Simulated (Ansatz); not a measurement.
## V_O (site 1) in La2O3 (P-3m1): charge-transition levels and formation energies

Wanted: the transition levels of a vacancy in La2O3 (P-3m1), from a cell of 40 host atoms with 1 O taken out.

Method: place-levels on LDA runs: charge-transition levels and formation energies with image-charge correction and potential alignment at the atomic sites, in Ansatz 0.2.0.

**1. The structure**

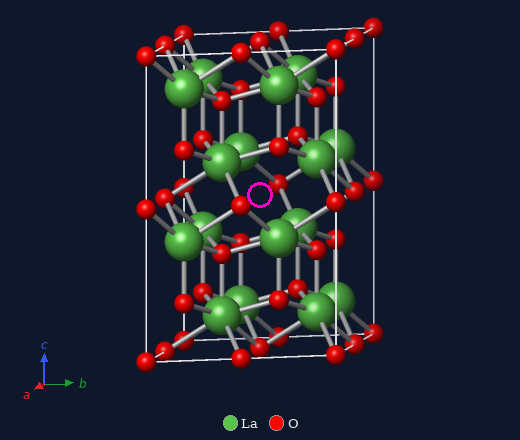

The cell as given, slightly off an axis (lanthanum green, oxygen red). A ring marks the centre wherever it is empty. Bonds to atoms that aren't drawn are left out. Some periodic images of atoms are drawn too.

The cell holds 39 atoms: 16 La and 23 O. Its edges and angles: a = 7.765 Å, b = 7.765 Å, c = 11.903 Å, α = 90.0°, β = 90.0°, γ = 120.0°. It derives from La2O3 (space group P-3m1). Nearest the centre at fractional (0.500, 0.500, 0.500): La11 at 2.67 Å, La27 at 2.67 Å, La37 at 2.67 Å, La7 at 2.67 Å, La31 at 2.67 Å, La1 at 2.67 Å, O24 at 3.07 Å, O18 at 3.07 Å.

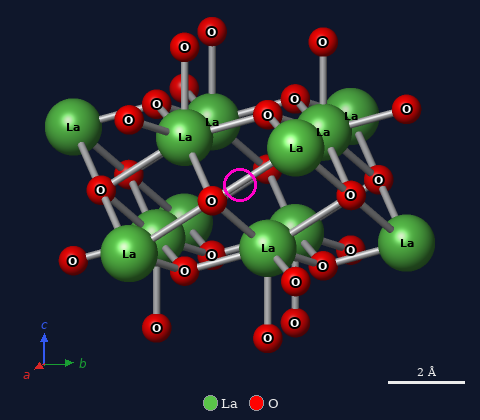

The atoms within 5 Å of the centre. A ring marks the centre wherever it is empty.

Coordinates:

```xyz
39
Lattice="7.7654 0.0000 0.0000 -3.8827 6.7250 0.0000 0.0000 0.0000 11.9031" Properties=species:S:1:pos:R:3 pbc="T T T"
La    1.9413    1.1208    4.4995
La    0.0000    2.2417    1.4521
O     1.9413    1.1208    2.1036
O     0.0000    2.2417    3.8480
O     0.0000    0.0000    0.0000
La    1.9413    1.1208   10.4510
La    0.0000    2.2417    7.4037
O     1.9413    1.1208    8.0552
O     0.0000    2.2417    9.7995
O     0.0000    0.0000    5.9516
La    0.0000    4.4834    4.4995
La   -1.9413    5.6042    1.4521
O     0.0000    4.4834    2.1036
O    -1.9413    5.6042    3.8480
O    -1.9413    3.3625    0.0000
La    0.0000    4.4834   10.4510
La   -1.9413    5.6042    7.4037
O     0.0000    4.4834    8.0552
O    -1.9413    5.6042    9.7995
O    -1.9413    3.3625    5.9516
La    5.8240    1.1208    4.4995
La    3.8827    2.2417    1.4521
O     5.8240    1.1208    2.1036
O     3.8827    2.2417    3.8480
O     3.8827    0.0000    0.0000
La    5.8240    1.1208   10.4510
La    3.8827    2.2417    7.4037
O     5.8240    1.1208    8.0552
O     3.8827    2.2417    9.7995
O     3.8827    0.0000    5.9516
La    3.8827    4.4834    4.4995
La    1.9413    5.6042    1.4521
O     3.8827    4.4834    2.1036
O     1.9413    5.6042    3.8480
O     1.9413    3.3625    0.0000
La    3.8827    4.4834   10.4510
La    1.9413    5.6042    7.4037
O     3.8827    4.4834    8.0552
O     1.9413    5.6042    9.7995
```

Screening for the image-charge correction: ε∞ = (4.92, 4.92, 4.88), ε0 = (24.05, 24.05, 24.97), computed on the host (DFPT, LDA).

The cell's shortest repeat is 7.8 Å.

**2. Charge states**

Levels follow from differences of total energies between charge states, each relaxed by itself.

Each atom starts 0.05 Å or so off its site in a random direction: a symmetric start keeps its symmetry, and would miss off-centre moves and Jahn–Teller distortions. Forces are taken at one point at (¼, ¼, ¼). The cell holds 1 electron more than the neutral one, with a uniform background that keeps it neutral on the whole. The electron count is odd, so at least one spin is unpaired; this run locks the moment at 1 μB.

One of the inputs; charge, spin and start change from state to state.

qm1_M1.relax/input.yaml reads:

```yaml
crystal:
  lattice:
    - [3.88269714, -3.0e-08, 0.0]
    - [-1.94134854, 3.36251437, 0.0]
    - [0.0, 0.0, 5.95156892]
  atoms:
    - { symbol: La, position: [0.66666667, 0.33333333, 0.75601397] }
    - { symbol: La, position: [0.33333333, 0.66666667, 0.24398603] }
    - { symbol: O, position: [0.66666667, 0.33333333, 0.35345536] }
    - { symbol: O, position: [0.33333333, 0.66666667, 0.64654464] }
    - { symbol: O, position: [0.0, 0.0, 0.0] }
  supercell: [2, 2, 2]
  defects: [{ vacancy: 39 }]
total_charge: -1
basis:
  ecutwfc: 420
  xc_grid: 2
hamiltonian:
  xc: lda
kpoints:
  mp_grid: { grid: [1, 1, 1], shift: [0.25, 0.25, 0.25] }
magnetization:
  spin_polarized: true
  initial_magnetization: 1
  spin_locking: { lock_magnetization: hard }
scf:
  occupations: { method: fixed }
  max_iter: 100
output:
  forces: true
  charged_corrections:
    epsilon: [4.92, 4.92, 4.88]
    static_epsilon: [24.05, 24.05, 24.97]
relax:
  f_tol: 0.02
  max_steps: 80
  random_displacement: { amplitude: 0.05, seed: 8806 }
checkpoint:
  write: "../qm1_M1.relax.run"
  compress: false
  write_wavefunctions: true
  write_every: 100000
```

Started as:

```sh
$ ansatz run input.yaml --threads 2 --pin off --max-ram 3768MiB --backend cpu --events-out ev --progress --plain --runs-dir out
```

The run of this state that the levels use, under LDA:

qm1_M1.point/input.yaml reads:

```yaml
crystal:
  checkpoint: "../qm1_M1.relax.run"
  host: checkpoint
total_charge: -1
basis:
  ecutwfc: 420
  xc_grid: 2
hamiltonian:
  xc: lda
kpoints:
  mp_grid: { grid: [1, 1, 1], shift: [0.25, 0.25, 0.25] }
magnetization:
  spin_polarized: true
  initial_magnetization: 1
  spin_locking: { lock_magnetization: hard }
scf:
  occupations: { method: fixed }
  max_iter: 100
output:
  forces: true
  eigenvalues: true
  charged_corrections:
    epsilon: [4.92, 4.92, 4.88]
    static_epsilon: [24.05, 24.05, 24.97]
    defect_position: [0.5, 0.5, 0.5]
  eigenstates: { localisation: true }
  populations: true
  efg: {}
checkpoint:
  write: "../qm1_M1.point.run"
  compress: false
  write_wavefunctions: false
  write_every: 100000
```

Relaxations under LDA at one point at (¼, ¼, ¼); times on 2 threads of Arm Neoverse V2, shared host:

| charge | moment (μB) | occupations | outcome | steps | largest displacement against the far atoms (Å) | time |
| --- | --- | --- | --- | --- | --- | --- |
| −1 | 1 | fixed | converged | 8 | 0.07 | 2.9 min |
| 0 | 0 | fixed | converged | 9 | 0.06 | 93 s |
| +1 | 1 | fixed | converged | 11 | 0.08 | 3.6 min |
| +2 | 0 | fixed | converged | 11 | 0.16 | 1.7 min |

Single points under LDA at one point at (¼, ¼, ¼); times on 2 threads of Arm Neoverse V2, shared host:

| charge | moment (μB) | occupations | outcome | time |
| --- | --- | --- | --- | --- |
| −1 | 1 | fixed | converged | 57 s |
| 0 | 0 | fixed | converged | 25 s |
| +1 | 1 | fixed | converged | 59 s |
| +2 | 0 | fixed | converged | 22 s |

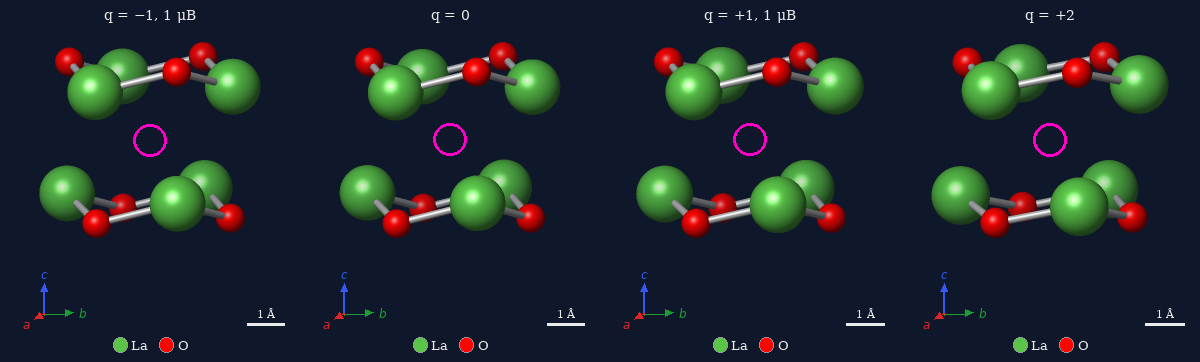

The structures near the centre after relaxation with LDA, by charge. A ring marks the centre wherever it is empty.

Distances (Å) from the ideal centre to the nearest atoms after relaxation with LDA:

| charge | moment (μB) | 1. | 2. | 3. | 4. | 5. | 6. |
| --- | --- | --- | --- | --- | --- | --- | --- |
| −1 | 1 | La 2.71 | La 2.72 | La 2.73 | La 2.74 | La 2.74 | La 2.74 |
| 0 | 0 | La 2.71 | La 2.71 | La 2.73 | La 2.73 | La 2.73 | La 2.73 |
| +1 | 1 | La 2.72 | La 2.73 | La 2.74 | La 2.75 | La 2.75 | La 2.76 |
| +2 | 0 | La 2.75 | La 2.77 | La 2.77 | La 2.77 | La 2.78 | La 2.78 |

**3. Placing the levels, LDA**

A charged cell interacts with its images and the background, and its potential has another zero than the host's. place-levels removes the first by a point-charge model, screened by the static dielectric constant since the ions have relaxed around the charge, and the second by comparing potentials at atoms far from the defect.

The host is a run of the defect-free crystal in the same cutoffs, grids and k-points, so that basis and sampling errors cancel in part in the differences. The host is run in a cell of 5 atoms on a matching mesh. Its band edges are searched through the zone by a band path, so the gap is smaller than, or equal to, that on the mesh. Chemical potentials are energies per atom of O (O2 molecule), run with the same functional and cutoff.

levels.point.yaml reads:

```yaml
host:
  run: host.point.run
states: [qm1_M1.point.run, q0.point.run, qp1_M1.point.run, qp2.point.run]
geometry_from:
  qm1_M1.point.run: qm1_M1.relax.run
  q0.point.run: q0.relax.run
  qp1_M1.point.run: qp1_M1.relax.run
  qp2.point.run: qp2.relax.run
  host.point.run: host.relax.run
chemical_potentials:
  O:
    energy: -552.351713
    dataset: "<sha256 of the dataset>"
```

Started as:

```sh
$ ansatz place-levels levels.point.yaml -- --threads 2 --pin off --max-ram 3768MiB
```

The log of the run:

```text
[... repeated set-up lines and file paths are left out, and long positions are rounded to six places ...]
(+2/+1) 2.281 eV above the valence edge, 1.442 eV under the conduction edge
(+1/0) 3.211 eV above the valence edge, 0.512 eV under the conduction edge
(0/-1) 3.773 eV above the valence edge (+3.847 eV without the band-filling correction), in the conduction band
formation energy of charge +2: +1.525 eV with the Fermi level at the valence edge
formation energy of charge +1: +3.806 eV with the Fermi level at the valence edge
formation energy of charge 0: +7.017 eV with the Fermi level at the valence edge
formation energy of charge -1: +10.790 eV with the Fermi level at the valence edge
  edges by lda, gap 3.723 eV; the host is sampled to repeats of 13.45 Å
  the defect's cells are sampled to repeats of 13.45 Å, like sampling
  charge +2: -110090.6791 eV with its correction of +0.051 eV, at epsilon [24.05, 24.05, 24.97], aligned at sites: -0.1555 eV, mean over 27 atomic sites at or beyond 3.88 Å from the defect at [0.5000, 0.5000, 0.5000], with +0.000000 for the charge's moments [...]
  charge +1: -110078.3419 eV with its correction of -0.057 eV, at epsilon [24.05, 24.05, 24.97], aligned at sites: -0.1481 eV, mean over 27 atomic sites at or beyond 3.88 Å from the defect at [0.5000, 0.5000, 0.5000], with +0.000000 for the charge's moments [...]
  charge 0: +0.000 eV for its dipole among its images, +0.000 omitted
  charge -1: -110051.1720 eV with its correction of +0.203 eV, at epsilon [24.05, 24.05, 24.97], aligned at sites: -0.1128 eV, mean over 27 atomic sites at or beyond 3.88 Å from the defect at [0.5000, 0.5000, 0.5000], with +0.000000 for the charge's moments [...]
  of states[3] (qp2.point.run): how wide its charge is, is not read beside other atoms or cores, and a band state would take no correction. [...]
  of states[2] (qp1_M1.point.run): how wide its charge is, is not read beside other atoms or cores, and a band state would take no correction. [...]
  of states[1] (q0.point.run): its displacements don't fall off away from the defect: farther atoms stand 0.017 Å off the host's places. [...]
  of states[0] (qm1_M1.point.run): how wide its charge is, is not read beside other atoms or cores, and a band state would take no correction. [...]
```

The job ended after 0.18 s (2 threads of Arm Neoverse V2, shared host).

Levels between the charges placed, in eV above the valence top:

|  | gap (eV) | (+2/+1) | (+1/0) | (0/−1) |
| --- | --- | --- | --- | --- |
| LDA | 3.72 | 2.28 | 3.21 | 3.77 |

Corrections by state:

| charge | moment (μB) | image terms and alignment (eV) | band filling (eV) | ε used | over the lowest of its charge, as the program ranks them, band filling apart (eV) |
| --- | --- | --- | --- | --- | --- |
| +2 | 0.0 | 0.051 | - | principal values (24.05, 24.05, 24.97) | 0.000 |
| +1 | 1.0 | -0.057 | - | principal values (24.05, 24.05, 24.97) | 0.000 |
| 0 | 0.0 | 0.000 | - | - | 0.000 |
| −1 | 1.0 | 0.203 | -0.074 | principal values (24.05, 24.05, 24.97) | 0.000 |

From the program's caveats on the states, each cut to its opening words:

- charge +2, +1 (1 μB), −1 (1 μB): how wide its charge is, is not read beside other atoms or cores, and a band state would take no correction
- charge +2: its alignment with the host at atomic sites is doubtful: the mean over the far sites moves by +0.1200 eV from their farther parts to their nearer, more than [...]
- charge +2: its displacements don't fall off away from the defect: farther atoms stand 0.051 Å off the host's places
- charge +1 (1 μB): its alignment with the host at atomic sites is doubtful: the mean over the far sites moves by +0.0565 eV from their farther parts to their nearer, more than [...]
- charge +1 (1 μB): its displacements don't fall off away from the defect: farther atoms stand 0.028 Å off the host's places
- charge 0: its displacements don't fall off away from the defect: farther atoms stand 0.017 Å off the host's places
- charge −1 (1 μB): a band-filling correction moves a carrier to the host's band edge, which changes its energy by -0.074 eV
- charge −1 (1 μB): its displacements don't fall off away from the defect: farther atoms stand 0.019 Å off the host's places

The host's formation energy from the elements is -3.740 eV per atom; it sets how far the chemical potentials can move.

Limit set by the element alone; other compounds of these elements are not counted. Chemical potentials from the elements' reference states: La 0.00 eV, O -6.23 eV. Formation energies (La-rich), with the Fermi level at the valence top and at the conduction bottom (gap 3.72 eV):

| charge | at valence top (eV) | at conduction bottom (eV) | correction included (eV) |
| --- | --- | --- | --- |
| +2 | -4.71 | 2.74 | 0.05 |
| +1 | -2.43 | 1.30 | -0.06 |
| 0 | 0.78 | 0.78 | 0.00 |
| −1 | 4.56 | 0.83 | 0.13 |

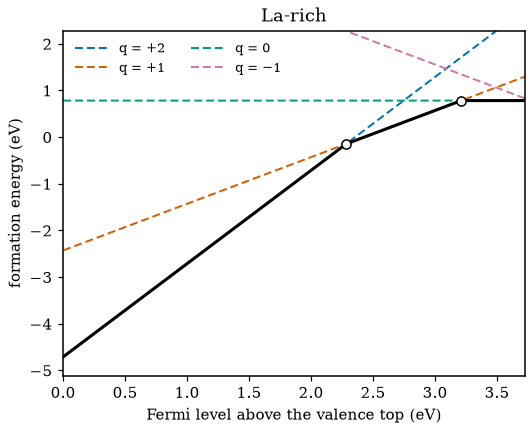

Formation energy against Fermi level; the thick line follows the lowest charge state and circles mark the transition levels.

Limit set by the element alone; other compounds of these elements are not counted. Chemical potentials from the elements' reference states: O 0.00 eV, La -9.35 eV. Formation energies (O-rich), with the Fermi level at the valence top and at the conduction bottom (gap 3.72 eV):

| charge | at valence top (eV) | at conduction bottom (eV) | correction included (eV) |
| --- | --- | --- | --- |
| +2 | 1.52 | 8.97 | 0.05 |
| +1 | 3.81 | 7.53 | -0.06 |
| 0 | 7.02 | 7.02 | 0.00 |
| −1 | 10.79 | 7.07 | 0.13 |

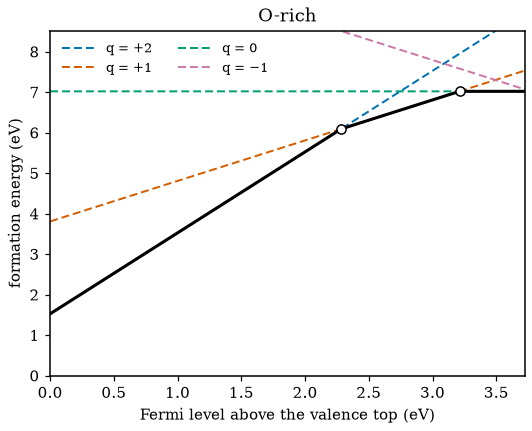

Formation energy against Fermi level; the thick line follows the lowest charge state and circles mark the transition levels.

**4. A changed set-up**

The levels are placed again with one choice changed, to see how much they rest on it.

levels.try0.yaml is levels.point.yaml with these lines changed:

```diff
+epsilon: 6.53
+static_epsilon: 32.39
```

Started as:

```sh
$ ansatz place-levels levels.try0.yaml -- --threads 2 --pin off --max-ram 3768MiB
```

The log of the run:

```text
(+2/+1) 2.324 eV above the valence edge, 1.399 eV under the conduction edge
(+1/0) 3.226 eV above the valence edge, 0.498 eV under the conduction edge
[...]
formation energy of charge +2: +1.467 eV with the Fermi level at the valence edge
formation energy of charge +1: +3.792 eV with the Fermi level at the valence edge
formation energy of charge 0: +7.017 eV with the Fermi level at the valence edge
formation energy of charge -1: +10.790 eV with the Fermi level at the valence edge
  edges by lda, gap 3.723 eV; the host is sampled to repeats of 13.45 Å
[... the lines on each state left out ...]
```

The change: single dielectric constants in place of the tensors, a third over their means.

Levels in eV above the valence top; the changed ones are not the defect's:

|  | gap (eV) | (+2/+1) | (+1/0) | (0/−1) |
| --- | --- | --- | --- | --- |
| changed | 3.72 | 2.32 | 3.23 | 3.77 |
| as set up | 3.72 | 2.28 | 3.21 | 3.77 |

The largest shift is 0.04 eV, band-filling terms included.

**5. What came out**

```json
{
 "gap of the host": "3.72 eV (LDA)",
 "level (plus 2/plus 1)": "2.28 eV above the valence top",
 "level (plus 1/0)": "3.21 eV above the valence top",
 "level (0/minus 1)": "3.77 eV above the valence top, past the conduction bottom (3.85 eV above the valence top without the band-filling term)",
 "lowest of the charges placed, just above the valence top (0.02 eV)": "+2",
 "lowest of the charges placed, just below the conduction bottom (0.02 eV)": "0",
 "lowest formation energy at mid-gap of the charges run, La-rich": "-0.99 eV",
 "lowest formation energy at mid-gap of the charges run, O-rich": "5.25 eV"
}
```

What this shows: Of the charges placed (−1, 0, +1 and +2), the lowest changes at 2.28 eV (+2/+1) and 3.21 eV (+1/0) above the valence top, in a gap of 3.72 eV. Charges above +2 were not placed, so these runs say nothing of levels that involve them. States placed: +2 at 0 μB; +1 at 1 μB; 0 at 0 μB; −1 at 1 μB. Other spin states or structures, where not listed, weren't placed. The program finds carriers beyond a band edge of the host and adds a band-filling term at charge −1 (-0.07 eV); steps to such a charge show no bound level, and a defect level inside a band would be read the same way. Charge 0 ran without spin polarisation alone, with filled and empty levels under 1 eV apart; a triplet, if lower, would move its levels. The program doubts the alignment of potentials for at least one state, a sign that the cell is small. What this leaves open: one k-point off the zone centre stands for the whole zone; the images are only 7.8 Å apart; LDA makes the gap too small and tends to spread out bound carriers; where a gas molecule sets a chemical potential or the host's formation energy, its binding is uncorrected; spin–orbit coupling, which can matter with heavy atoms, is left out.

[Logs are printed without paths, hosts, clocks, repeated set-up lines and the standing remarks that a program may print on its own settings, such as how far it seeks lower states.]

[Hosts, paths, dates, database ids (printed as entryN), source tags and the programs' standing remarks are cut or masked in the printed files.]

[Where a table of states has a column of steps, it counts the stored structures, which are thinned; the runs took as many ionic steps or more.]

[A defect's name tells the site on which it was built; relaxed atoms can leave that site.]

[For some hosts the program warned that the k-mesh of the response run may be too coarse for force constants and the static dielectric constant; such warnings are not shown here.]
